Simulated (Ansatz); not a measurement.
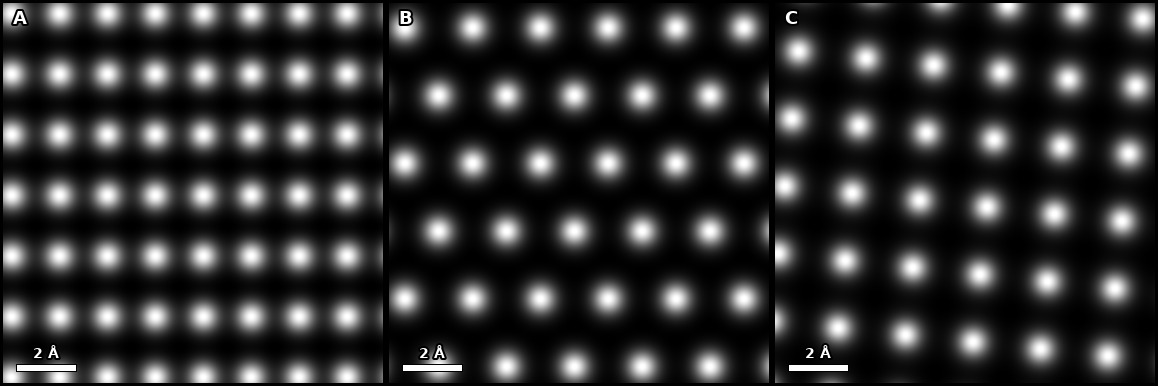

Three views of Rh (I4/mmm, No. 139) along different zone axes. Simulated as the projected potential of neutral atoms (B = 0.5 Å²) blurred by a 0.60 Å probe, the thin-sample limit of integrated differential phase contrast. Structure: coordinates from a relaxation with Ansatz, DFT PBE, scalar-relativistic, plane waves, PAW; the starting structure was generated, so it need not be a known form of this composition.

```
CELL_PARAMETERS angstrom
3.27962 0.00000 0.00000
0.00000 3.27962 0.00000
0.00000 0.00000 2.67908
ATOMIC_POSITIONS crystal
Rh 0.00000 0.00000 0.00000
Rh 0.50000 0.50000 0.50000
```

> Match the panels to the zone axes [001], [101] and [111].

A is [101]: projected cell 1.64 × 2.07 Å, 90°, plane group p2mm. B is [111]: projected cell 2.32 × 2.59 Å, 117°, plane group c2mm. C is [001]: projected cell 2.32 × 2.32 Å, 90°, plane group p4mm.
